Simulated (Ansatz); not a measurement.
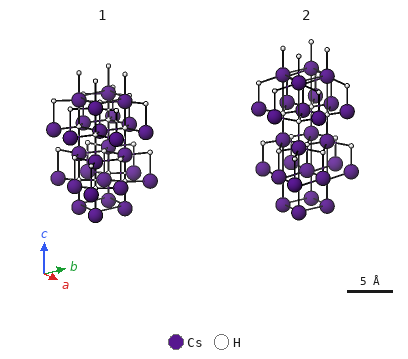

Two geometries of a crystal of CsH (built on the 4H polytype type), drawn at one scale. One is the start of a relaxation, the other its converged end. Style: ball-and-stick. Shown: the cell of the calculation, slightly off an axis.

These are results of DFT, r2SCAN+rVV10, plane waves, PAW (Ansatz 0.2.0), not measurements. Set-up: plane-wave cutoff 500 eV; k-point mesh 6 × 6 × 2; occupations fermi dirac; smearing width 0.03 eV; no spin polarisation; cell and atoms relaxed; force threshold 0.01 eV/Å; at most 120 steps.

Which geometry has the lower energy?

Answer. Structure 1 is the relaxed one. The largest moves relative to the cell, 0.43 Å, are those of Cs atoms. By element the largest moves are Cs 0.43 Å, H 0.41 Å. The drawn cell changes as follows: a = b 4.985 → 5.198 Å (+4.3 %), c 14.745 → 12.161 Å (−17.5 %); the volume changes by −10.3 %. Some distances before and after: Cs–H 4.368 → 3.004 Å, Cs–H 2.936 → 3.268 Å, Cs–H 3.004 → 3.076 Å, Cs–H 2.963 → 3.005 Å. New bonds form: Cs–H (4.37 → 3.00 Å). Among the angles between lasting bonds that change: Cs–H–Cs 103.8° → 86.9°, H–Cs–H 103.8° → 86.9°, H–Cs–H 104.2° → 88.1°. The space group stays P6_3mc (No. 186). After 7 accepted moves (9 points after the start) the energy has fallen by 32.0 meV per atom. Largest force component: 0.031 eV/Å at the start, 0.0024 eV/Å at the end. The pressure goes from 0.17 to −0.01 GPa. The line search rejected the trial step at point 7 of the run. The SCF was repeated once at an unchanged geometry on a basis and grid sized afresh for the cell, which shifted the energy by less than 0.05 meV per atom at most. Cost: 3.6 min on 4 threads of Intel(R) Xeon(R) Processor @ 2.50GHz (Skylake/Cascade Lake), with other jobs on the host, peak memory 1.6 GiB.
